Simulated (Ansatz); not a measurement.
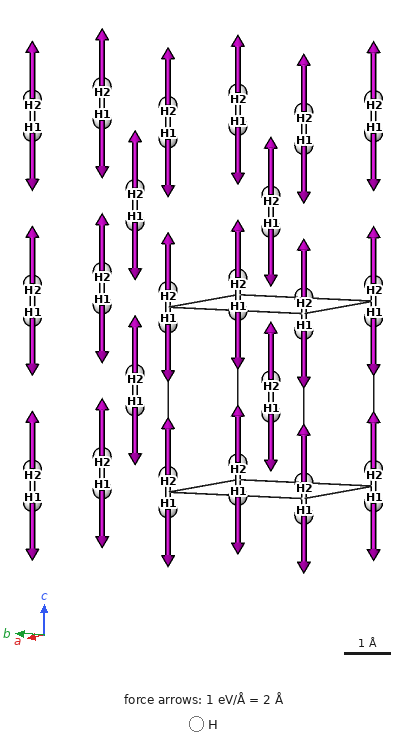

A changed version of solid H (set up in I4/mmm), with the computed forces as purple arrows. Besides, all lengths are scaled by −1.4 % (volume −4.0 %). The picture is a ball-and-stick view of the conventional cell (2 times the calculation's cell), repeated 1 × 2 × 2 with one cell outlined, seen from a free direction. Lengths and directions refer to the drawn axes.

Method: DFT, PBE, PAW with Ansatz's default frozen-core files, scalar-relativistic in Ansatz. Settings: plane-wave cutoff 420 eV; k-point mesh 12 × 12 × 12; occupations fermi dirac; smearing width 0.01 eV; no spin polarisation.

Q: Describe the distortion and the response.

A: The atoms keep their fractional coordinates. No relaxation follows. Energy change: +3.6 meV per atom. Pressure: 0.9 GPa before, 1.6 GPa after. The principal stresses (compression positive) are 3.9 GPa along c and 0.5 GPa across it. The largest forces, 0.65 eV/Å, act on H1 and H2; on H1 it points along −c. The gap on the k-mesh: 8.94 eV before, 8.98 eV after. Some distances before and after: H–H 0.742 → 0.732 Å. The space group stays I4/mmm (No. 139).
